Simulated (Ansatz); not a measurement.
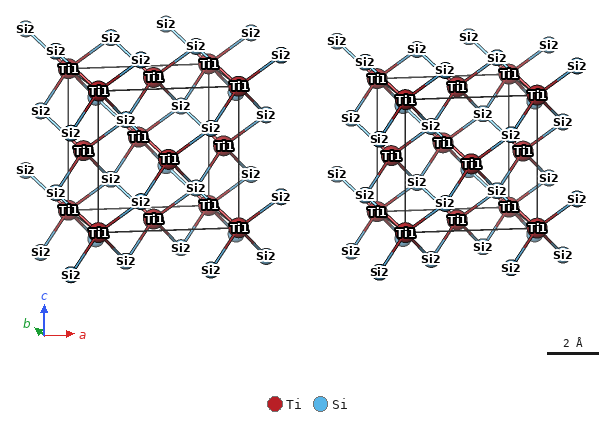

Two geometries of solid TiSi (built on the zinc blende type) (coarse preliminary run), drawn at one scale. One is the start of a relaxation, the other its converged end. A ball-and-stick model of the conventional cell (4 times the calculation's cell), seen slightly off an axis. Lengths and directions refer to the drawn axes.

Level of theory: DFT PBEsol, scalar-relativistic, plane waves, PAW in Ansatz. Set-up: plane-wave cutoff 420 eV; k-point mesh 6 × 6 × 6; occupations gaussian; smearing width 0.1 eV; no spin polarisation; cell and atoms relaxed; force threshold 0.05 eV/Å; at most 80 steps.

Question: Which one is relaxed?

Answer: The left one is the relaxed one. No atom moves by more than 0.005 Å relative to the cell. The drawn cell changes as follows: a = b = c 5.367 → 5.713 Å (+6.5 %); the volume changes by +20.6 %. Near-neighbour distances that change, for instance: Ti1–Si2 2.324 → 2.474 Å. The space group stays F-43m (No. 216). After 3 accepted moves (4 points after the start) the energy has fallen by 0.370 eV per cell of the calculation. All forces vanish by symmetry, so only the cell relaxes. Pressure: 16.91 GPa at the start and 0.15 GPa at the end. At 1 point the geometry stayed and the basis and grid were re-selected for the new cell (energy shift of 4.2 meV per cell of the calculation at most each time).
